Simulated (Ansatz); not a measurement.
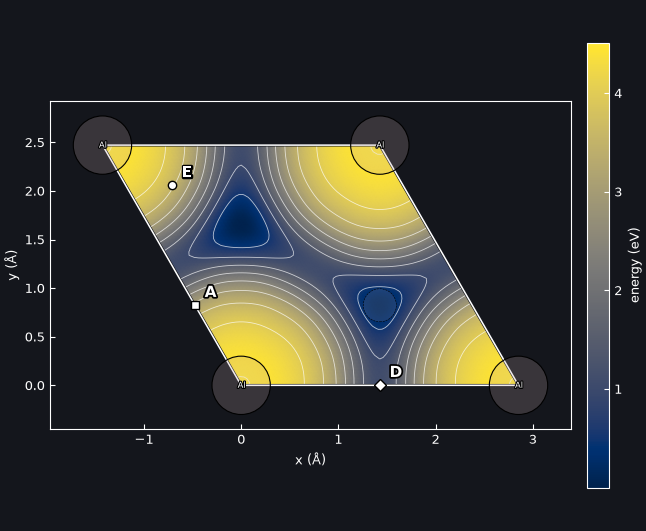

O on an Al(001) slab cut from the P6_3/mmc phase, its upper half relaxed before the scan (8 atoms of substrate and one adsorbate in a 1 × 1 cell). 
- O is moved over the surface cell; relaxed at each place: the height of the adsorbate's atoms; substrate rigid; the origin of the map has the adsorbate above Al8.
- Places are given modulo a cell vector. The map is drawn in real space over the plane of the surface.
- The scan uses a 6 × 6 grid; 10 points were computed and 26 follow by symmetry.
- Energies are in eV, from the lowest grid point.
- With one adsorbate in each 1 × 1 cell, its nearest image is 2.9 Å away, so neighbouring adsorbates interact.
- All numbers below come from Ansatz 0.2.0, DFT PBE, scalar-relativistic, plane waves, PAW. Settings: cutoff 420 eV, k-mesh 9×9×1, gaussian smearing 0.1 eV, no spin polarisation.

The picture shows a smooth colour map with a few white contour lines, labelled circles for the atoms of the top layer and small ones for the second layer, the outline of one cell of the plane, lettered points. Between grid points the surface is interpolated.

Is E the lowest point of the computed grid?

No. E lies 3.57 eV above the lowest grid point, which is at a threefold hollow, (2/6, 4/6) of the cell vectors.

Rank the lettered points by energy, lowest first.

D (1.09 eV), A (3.12 eV), E (3.57 eV).

PAW datasets: the set soft_1.
